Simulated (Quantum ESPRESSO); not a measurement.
# LiF: 7 runs along one coordinate

System: LiF (Fm-3m, 2 atoms in the cell).
Method: Kohn-Sham DFT of a periodic cell, PBE, SSSP 1.3 efficiency PBE, no spin polarisation (Quantum ESPRESSO 7.5).

The 7 runs differ only in the geometry, by an even scaling of the cell at fixed fractional positions. The structure derives from an entry of the Crystallography Open Database.

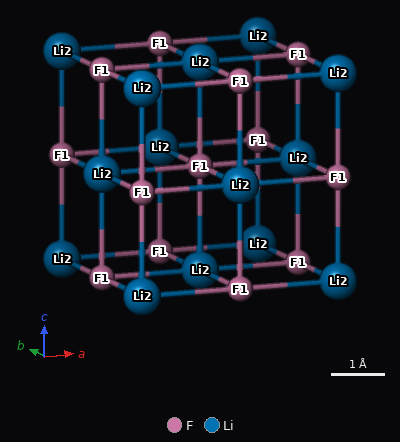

Figure 1. The structure of run 4 (ball-and-stick view of the cell 4 times as large as that of the calculation, set on its symmetry axes, seen slightly off an axis; atoms are numbered from 1 in the order of the input).

## Input of run 4
```
&CONTROL
  calculation = 'scf'
  prefix = 'pwscf'
  outdir = './tmp'
  pseudo_dir = './pseudo'
  tprnfor = .true.
  tstress = .true.
  disk_io = 'nowf'
/
&SYSTEM
  ibrav = 0
  nat = 2
  ntyp = 2
  ecutwfc = 55
  ecutrho = 440
  nbnd = 10
  occupations = 'smearing'
  smearing = 'fd'
  degauss = 0.00367493
/
&ELECTRONS
  conv_thr = 4d-10
  electron_maxstep = 120
  mixing_beta = 0.5
/
ATOMIC_SPECIES
F     18.9984 f_pbe_v1.4.uspp.F.UPF
Li     6.9400 li_pbe_v1.4.uspp.F.UPF
CELL_PARAMETERS angstrom
   0.0000000000    2.0140000000    2.0140000000
   2.0140000000    0.0000000000    2.0140000000
   2.0140000000    2.0140000000    0.0000000000
ATOMIC_POSITIONS crystal
F      0.5000000000    0.5000000000    0.5000000000
Li     0.0000000000    0.0000000000    0.0000000000
K_POINTS automatic
11 11 11 0 0 0
```

Command:
```bash
OMP_NUM_THREADS=1 pw.x -in pw.in > pw.out
```

Run 5 differs from it as follows:
```diff
-   0.0000000000    2.0140000000    2.0140000000
-   2.0140000000    0.0000000000    2.0140000000
-   2.0140000000    2.0140000000    0.0000000000
+   0.0000000000    2.0273381371    2.0273381371
+   2.0273381371    0.0000000000    2.0273381371
+   2.0273381371    2.0273381371    0.0000000000
```

## Results, with one run withheld

```tsv
run	volume per atom (Å³)	free energy per atom, from the lowest run given (meV)	pressure (GPa)	gap on the mesh (eV)
1	7.679	15.09	7.30	9.64
2	7.842	8.64	5.35	9.44
3	8.006	4.08	3.59	9.25
4	8.169	1.23	2.00	9.07
5	8.333	?	?	?
6	8.496	0.00	−0.73	8.73
7	8.659	1.34	−1.92	8.57
```

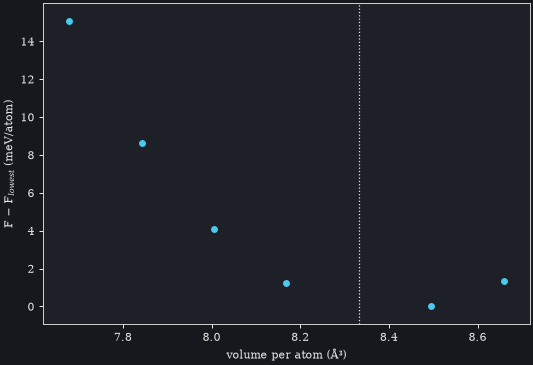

Figure 2. Free energy per atom of the runs given; the dotted line marks run 5.

Fit the runs given and predict run 5.

A cubic polynomial in V^(−2/3) (the Birch–Murnaghan form), fitted to the 6 runs given, misses them by at most 0.01 meV per atom. With x = V^(−2/3) − 0.24733 Å⁻², it reads F = 1.7664 + 732.45 x + 68157 x² + 33756 x³ (meV per atom). At run 5 it gives −0.08 meV per atom, and the run itself gives −0.08. The slope of the fit gives a pressure −dF/dV of 0.57 GPa there, and the run prints 0.55 GPa. The fit has its minimum at 8.403 Å³ per atom, where V d²F/dV² gives 67.1 GPa: the bulk modulus at this level, since symmetry fixes the shape and the positions. The gap on the mesh goes, without turning, from 9.64 eV in run 1 to 8.57 eV in run 7; run 5 has 8.89 eV. These are gaps of this functional on this mesh, which can miss the band edges; they aren't the measured gap.

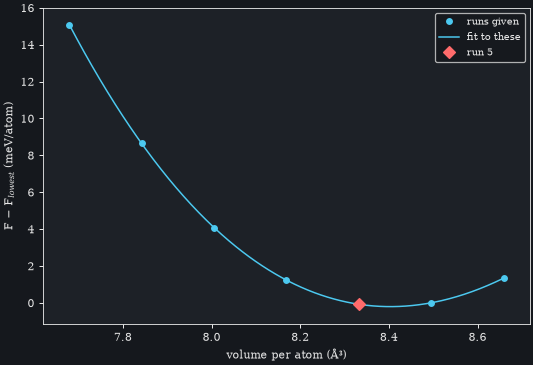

Figure 3. The fit and the withheld run.

## Some lines of the output (run 5)
```
[...]
     unit-cell volume          =     112.4618 (a.u.)^3
     number of k points=    56  Fermi-Dirac smearing, width (Ry)=  0.0037
     total energy              =     -63.36309064 Ry
     total energy              =     -63.36466895 Ry
     total energy              =     -63.36493909 Ry
     total energy              =     -63.36507514 Ry
     total energy              =     -63.36508237 Ry
     total energy              =     -63.36508292 Ry
     total energy              =     -63.36508297 Ry
     the Fermi energy is     4.1549 ev
!    total energy              =     -63.36508297 Ry
     The total energy is F=E-TS. E is the sum of the following terms:
     Computing stress (Cartesian axis) and pressure
          total   stress  (Ry/bohr**3)                   (kbar)     P=        5.49
```
